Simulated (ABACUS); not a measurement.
Band-structure run of Nb (part 2 of 2)

Nb (Im-3m, 1 atom in the cell); Kohn-Sham DFT of a periodic cell, TM, SG15 ONCV 1.2 PBE, no spin polarisation (ABACUS 3.10.1); cutoff 1292.54 eV, 7×7×7 k-mesh, fermi-dirac of 0.05 eV. The structure derives from an entry of the Crystallography Open Database.

Geometry of the input (Å; fractional positions):
```
-1.6640  1.6640  1.6640
1.6640  -1.6640  1.6640
1.6640  1.6640  -1.6640
Nb 0.0000  0.0000  0.0000
```

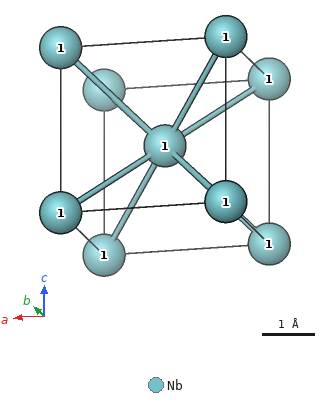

Figure 1. The structure (ball-and-stick view of the cell 2 times as large as that of the calculation, set on its symmetry axes, seen at an oblique angle; atoms are numbered from 1 in the order of the input).

What the program printed, continued
```
----------------------------------------------------------
 E_KohnSham     -114.0015802620      -1551.0710725679
 E_Harris       -113.7888316024      -1548.1764785546
 E_Fermi        1.2843284872         17.4741855301
----------------------------------------------------------

 PW ALGORITHM --------------- ION=   1  ELEC=   3--------------------------------

 Density error is 0.000329600850446
                          Error Threshold = 1.48610006088e-05
----------------------------------------------------------
     Energy           Rydberg                 eV
----------------------------------------------------------
 E_KohnSham     -114.0046995983      -1551.1135133152
 E_Harris       -114.0525796994      -1551.7649555105
 E_Fermi        1.2853091366         17.4875279487
----------------------------------------------------------

 PW ALGORITHM --------------- ION=   1  ELEC=   4--------------------------------

 Density error is 4.88333967072e-06
                          Error Threshold = 2.53539115728e-06
----------------------------------------------------------
     Energy           Rydberg                 eV
----------------------------------------------------------
 E_KohnSham     -114.0052121027      -1551.1204862955
 E_Harris       -113.9951620530      -1550.9837483545
 E_Fermi        1.2830027837         17.4561484083
----------------------------------------------------------

 PW ALGORITHM --------------- ION=   1  ELEC=   5--------------------------------

 Density error is 2.76848816708e-08
                          Error Threshold = 3.75641513132e-08
----------------------------------------------------------
     Energy           Rydberg                 eV
----------------------------------------------------------
 E_KohnSham     -114.0052219748      -1551.1206206124
 E_Harris       -114.0047715986      -1551.1144929300
 E_Fermi        1.2831120288         17.4576347647
----------------------------------------------------------

 PW ALGORITHM --------------- ION=   1  ELEC=   6--------------------------------

 Density error is 4.61834820885e-09
                          Error Threshold = 2.12960628237e-10
----------------------------------------------------------
     Energy           Rydberg                 eV
----------------------------------------------------------
 E_KohnSham     -114.0052221294      -1551.1206227154
 E_KS(sigma->0) -114.0044401220      -1551.1099829591
 E_Harris       -114.0050660321      -1551.1184989027
 E_band         -5.3980562399        -73.4443229878
 E_one_elec     -17.7018979596       -240.8466776654
 E_Hartree      15.0837244796        205.2245999843
 E_xc           -13.5880448900       -184.8748351838
 E_Ewald        -97.7974397446       -1330.6024303378
 E_entropy(-TS) -0.0015640148        -0.0212795126
 E_descf        0.0000000000         0.0000000000
 E_exx          0.0000000000         0.0000000000
 E_Fermi        1.2831074678         17.4575727082
----------------------------------------------------------

 charge density convergence is achieved
 final etot is -1551.1206227 eV
 EFERMI = 17.457572708 eV

 STATE ENERGY(eV) AND OCCUPATIONS    NSPIN == 1
 1/5 kpoint (Cartesian) = 0.0000 0.0000 0.0000 (1961 pws)
       1       -37.3433     0.00583090
       2       -12.5300     0.00583090
       3       -12.5300     0.00583090
       4       -12.5300     0.00583090
       5        11.6880     0.00583090
       6        17.9937    1.28509e-07
       7        17.9937    1.28509e-07
       8        17.9937    1.28509e-07
       9        20.8712    1.30397e-32
      10        20.8712    1.30397e-32
      11        31.6169        0.00000
      12        31.6169        0.00000
      13        31.6169        0.00000
      14        41.8781        0.00000
      15        41.8781        0.00000
      16        45.2424        0.00000
      17        45.2424        0.00000

 2/5 kpoint (Cartesian) = 0.042927 -0.042927 0.0000 (1948 pws)
       1       -37.3034      0.0699708
       2       -12.7729      0.0699708
       3       -12.6050      0.0699708
       4       -12.5318      0.0699708
       5        12.4467      0.0699708
       6        17.5322      0.0128338
       7        17.8044    6.79821e-05
       8        18.7637    3.16305e-13
       9        20.3566    4.62045e-27
      10        20.8898    1.07835e-31
      11        32.1095        0.00000
      12        32.9811        0.00000
      13        33.0443        0.00000
      14        38.6591        0.00000
      15        40.2690        0.00000
      16        43.7879        0.00000
      17        44.9441        0.00000

 3/5 kpoint (Cartesian) = 0.085854 -0.085854 0.0000 (1940 pws)
       1       -37.2128      0.0699708
       2       -13.2943      0.0699708
       3       -12.7696      0.0699708
       4       -12.5360      0.0699708
       5        13.8559      0.0699708
       6        16.6633      0.0699708
       7        17.5235      0.0147604
       8        20.4764    4.20294e-28
       9        20.8615    1.90089e-31
      10        21.1017    1.55618e-33
      11        31.1960        0.00000
      12        32.5974        0.00000
      13        36.4287        0.00000
      14        38.7552        0.00000
      15        38.9902        0.00000
      16        40.4795        0.00000
      17        42.1603        0.00000

 4/5 kpoint (Cartesian) = 0.12878 -0.12878 0.0000 (1940 pws)
       1       -37.1390      0.0699708
       2       -13.6912      0.0699708
       3       -12.8981      0.0699708
       4       -12.5395      0.0699708
       5        13.9986      0.0699708
       6        16.0795      0.0699708
       7        19.0520    9.91302e-16
       8        20.9037    8.16274e-32
       9        21.4946    6.01892e-37
      10        23.3235    7.83314e-53
      11        29.2781        0.00000
      12        29.9014        0.00000
      13        34.6956        0.00000
      14        38.9127        0.00000
      15        40.4569        0.00000
      16        42.5036        0.00000
      17        43.1427        0.00000

 5/5 kpoint (Cartesian) = 0.042927 0.042927 -0.085854 (1953 pws)
       1       -37.2382       0.139942
       2       -13.1283       0.139942
       3       -12.6986       0.139942
       4       -12.5876       0.139942
       5        13.6710       0.139942
       6        17.0541       0.139898
       7        17.0925       0.139847
       8        19.9798    1.72926e-23
       9        20.3973    4.09347e-27
      10        21.2782    9.12701e-35
      11        32.6987        0.00000
      12        32.9192        0.00000
      13        34.3674        0.00000
      14        38.0875        0.00000
      15        38.7912        0.00000
      16        42.2122        0.00000
      17        45.0885        0.00000

------------------------------------------------------------------------------------------
 TOTAL-FORCE (eV/Angstrom)
------------------------------------------------------------------------------------------
                       Nb1         0.0000000000         0.0000000000         0.0000000000
------------------------------------------------------------------------------------------

----------------------------------------------------------------
 TOTAL-STRESS (KBAR)
----------------------------------------------------------------
       -31.2133387345        -0.0000000000        -0.0000000000
        -0.0000000000       -31.2133387345         0.0000000000
         0.0000000000         0.0000000000       -31.2133387345
----------------------------------------------------------------
 TOTAL-PRESSURE: -31.213339 KBAR

 --------------------------------------------
 !FINAL_ETOT_IS -1551.1206227153948021 eV
 --------------------------------------------
```

Standard output
```
ABACUS v3.10.1

               Atomic-orbital Based Ab-initio Computation at UStc

 dft_functional readin is: MGGA_X_TM+MGGA_C_TM
 dft_functional in pseudopot file is: PBE
 Please make sure this is what you need

%%%%%%%%%%%%%%%%%%%%%%%%%%%%%%%%%%%%%%%%%%%%%%%%%%%%%%%%%%%%%%%%%%%%%%%%%%%%%%%%%%%%%%%%%%%%%%%%%%%%%%%%%
 Warning: the number of valence electrons in pseudopotential > 5 for Nb: [Kr] 4d4 5s1
 Pseudopotentials with additional electrons can yield (more) accurate outcomes, but may be less efficient.
 If you're confident that your chosen pseudopotential is appropriate, you can safely ignore this warning.
%%%%%%%%%%%%%%%%%%%%%%%%%%%%%%%%%%%%%%%%%%%%%%%%%%%%%%%%%%%%%%%%%%%%%%%%%%%%%%%%%%%%%%%%%%%%%%%%%%%%%%%%%

 UNIFORM GRID DIM        : 36 * 36 * 36
 UNIFORM GRID DIM(BIG)   : 36 * 36 * 36
func,idMGGA_X_TM 540
func,idMGGA_C_TM 251
 ---------------------------------------------------------
 Self-consistent calculations for electrons
 ---------------------------------------------------------
 SPIN    KPOINTS         PROCESSORS  THREADS
 1       20              4           4
 ---------------------------------------------------------
 Use plane wave basis
 ---------------------------------------------------------
 ELEMENT NATOM       XC
 Nb      1
 ---------------------------------------------------------
 Initial plane wave basis and FFT box
 ---------------------------------------------------------
 -------------------------------------------
 SELF-CONSISTENT :
 -------------------------------------------
 START CHARGE      : atomic
 ITER       ETOT/eV          EDIFF/eV         DRHO         DKIN     TIME/s
 DA1     -1.55058216e+03   0.00000000e+00   6.1200e-02   4.2946e-01  11.61
 DA2     -1.55107107e+03  -4.88911393e-01   1.9319e-03   1.6017e-01   4.28
 DA3     -1.55111351e+03  -4.24407473e-02   3.2960e-04   6.5383e-02   4.23
 DA4     -1.55112049e+03  -6.97298027e-03   4.8833e-06   2.4954e-03   4.27
 DA5     -1.55112062e+03  -1.34316959e-04   2.7685e-08   1.3347e-03   4.87
 DA6     -1.55112062e+03  -2.10296105e-06   4.6183e-09   1.3253e-03   4.81
----------------------------------------------------------------
 TOTAL-STRESS (KBAR)
----------------------------------------------------------------
       -31.2133387345        -0.0000000000        -0.0000000000
        -0.0000000000       -31.2133387345         0.0000000000
         0.0000000000         0.0000000000       -31.2133387345
----------------------------------------------------------------
 TOTAL-PRESSURE: -31.213339 KBAR
```

Key numbers

```tsv
quantity	value
outcome	converged
space group (tolerance 0.01 Å)	Im-3m (229)
electrons treated	13
free energy	−1551.1206 eV
Fermi energy of the self-consistent step	17.458 eV
gap on the k-point mesh	none (metallic)
pressure	−3.12 GPa
largest force (length of the vector)	under 0.001 eV/Å
wall time	36 s (CPU time 2.4 min)
peak memory	0.28 GiB
```
